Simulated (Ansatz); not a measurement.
TiO₂

```xyz
9
Lattice="2.9947 0.0000 0.0000 -1.4973 2.5935 0.0000 0.0000 0.0000 20.9446" Properties=species:S:1:pos:R:3 pbc="T T T"
Ti    0.0000    0.0000    0.0000
Ti    1.4973    0.8645    6.9815
Ti    0.0000    1.7290   13.9632
O     0.0000    1.7290    6.0138
O     0.0000    0.0000   12.9955
O     1.4973    0.8645   19.9770
O     0.0000    1.7290    0.9676
O     0.0000    0.0000    7.9491
O     1.4973    0.8645   14.9308
```

Space group R-3m; a structure from a database of computed crystals, not necessarily the ambient phase; computed without spin polarisation.

These are results of DFT r2SCAN, plane waves, PAW (Ansatz 0.2.0), not measurements.

In a PAW calculation such maps are meaningful between the atoms, not at the nuclei.

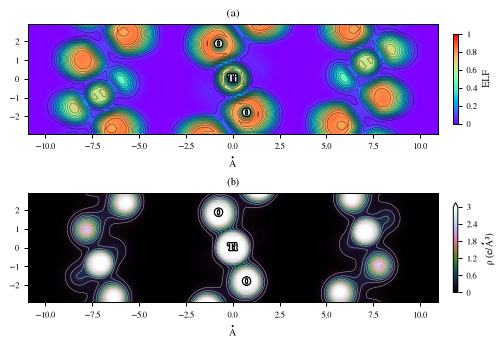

Figure 1. (a) ELF; (b) valence charge density (pseudo) on the (111) plane of the conventional cell.

### Interpret the plot.

Atoms in the plane: Ti and O. Atoms just off the plane (Ti, 0.5 Å away and O, 0.4 Å away) can leave unmarked features too. Ti–O (1.98 Å): ρ is about 0.68 e/Å³ halfway; the ELF peaks at about 0.80 in the valence shell of O, 0.6 Å from its nucleus, and is about 0.20 at the midpoint (no localised pair shows between them). The density dies away to nearly zero in the voids. The features right at Ti lie inside the PAW spheres, where the map follows smoothed inner orbitals and isn't to be read closely.

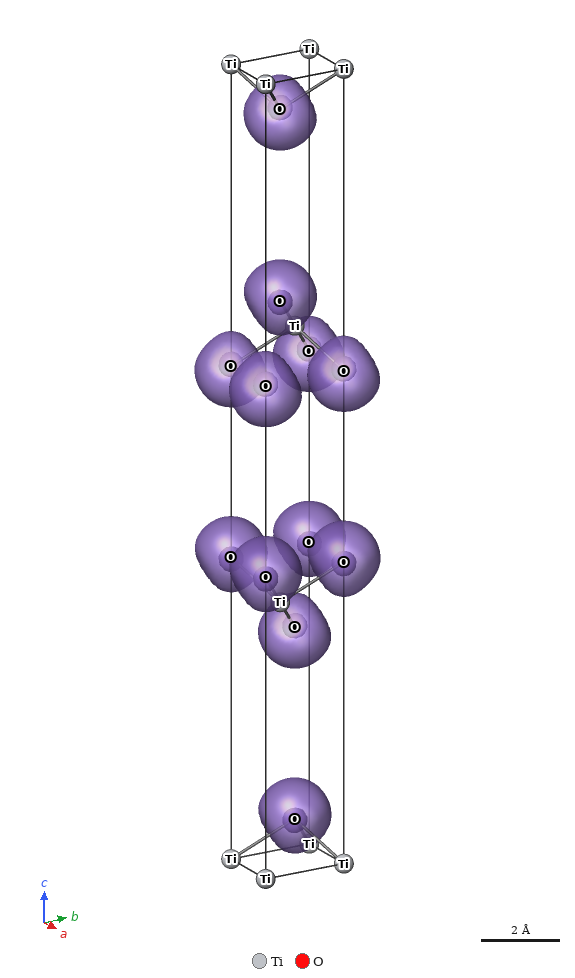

Figure 2. Isosurface of the electron localisation function at 0.65 (purple), seen slightly off an axis. Core shells and regions of very low density are left out. Sticks mark near contacts.

### Identify the bonds, lone pairs and shells in this picture.

The ELF exceeds this value in six regions wrapped around O (the valence shell of each), counted in one cell of 9 atoms. Regions shared between cells count once.

### Does the calculation give a band gap?

It is gapped, with a Kohn–Sham gap of 3.0 eV on the k-point mesh, an upper bound to the gap of this method.
